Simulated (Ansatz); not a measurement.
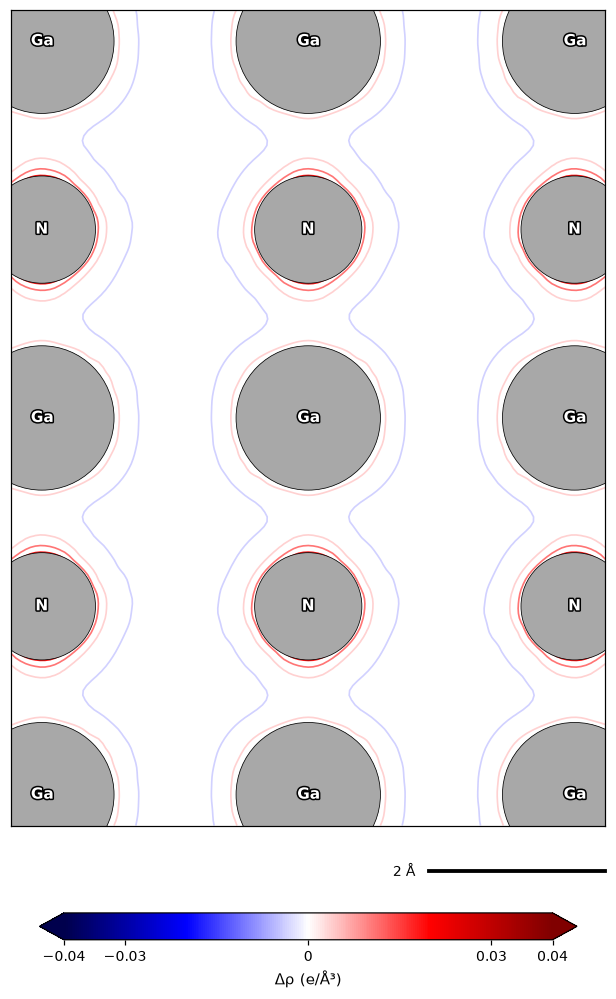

GaN. Difference of the valence pseudo-densities of two functionals at the same geometry, on the (011̄) plane of the calculation cell: one of B3LYP and PBEsol0 less the other.

Space group Fm-3m; a structure from a database of computed crystals, not necessarily the ambient phase.

Both computed with Ansatz (plane waves, PAW), on the same k-point mesh. Grey discs cover the atomic cores.

```
Ga N
1.0
     0.00000    2.13524    2.13524
     2.13524    0.00000    2.13524
     2.13524    2.13524    0.00000
Ga N
1 1
Cartesian
  0.0000 0.0000 0.0000
  2.1352 2.1352 2.1352
```

**Which was subtracted from which, and what does the map show?**

It is B3LYP less PBEsol0. Against PBEsol0, B3LYP gives less density in the space between the atoms (−0.008 e/Å³ on average).
